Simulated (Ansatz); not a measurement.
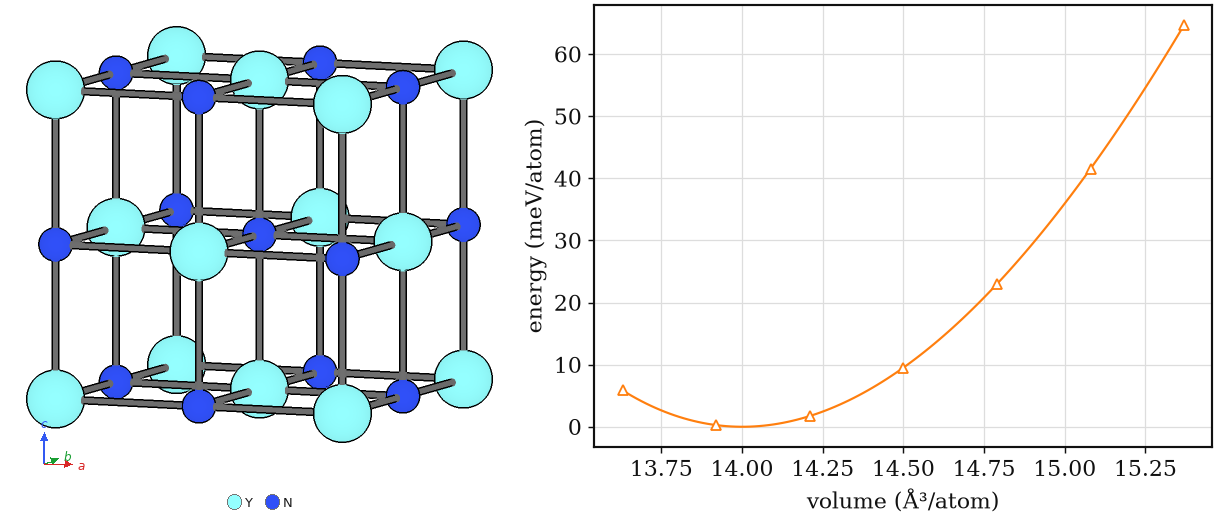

The plot gives the computed energy against volume for YN, space group Fm-3m (No. 225). The conventional cell is drawn beside the plot.

Cell as given: a = 3.449 Å, b = 3.449 Å, c = 3.449 Å, α = 60.00°, β = 60.00°, γ = 60.00°; 2 atoms.

Computed with Ansatz 0.2.0: all-electron LAPW DFT, no spin polarisation; energies at scaled volumes of the given cell, shape and fractions fixed, counted from the fit's minimum, third-order Birch-Murnaghan fit. Level: LDA.

```csv
setting,value
k mesh,9×9×9
occupations,Fermi–Dirac
smearing width,0.05 eV
potentials,"all electron LAPW, scalar relativistic"
program settings,basis error eV/atom 0.001
```

This calculation gives: equilibrium volume 14.00 Å³/atom and bulk modulus 182 GPa.

Now the level changes from LDA to PBEsol. How do these quantities change?

The equilibrium volume rises from 14.00 to 14.32 Å³/atom (+2.3 %) and the bulk modulus falls from 182 to 171 GPa (−6.0 %).

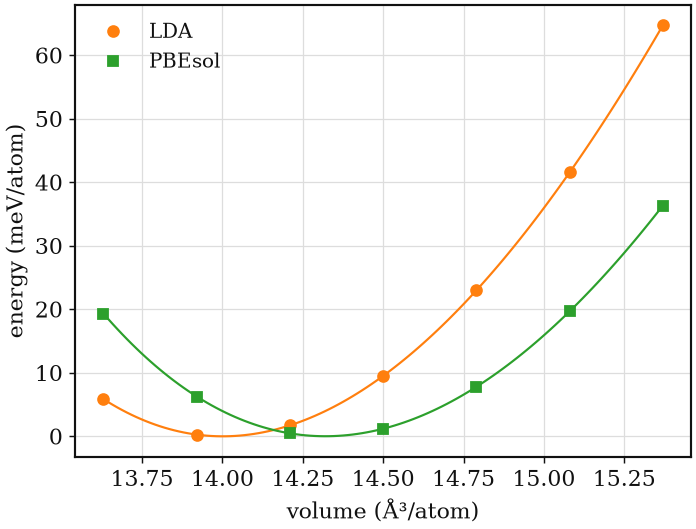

The two results together.

V0 and the bulk modulus come from third-order Birch–Murnaghan fits.
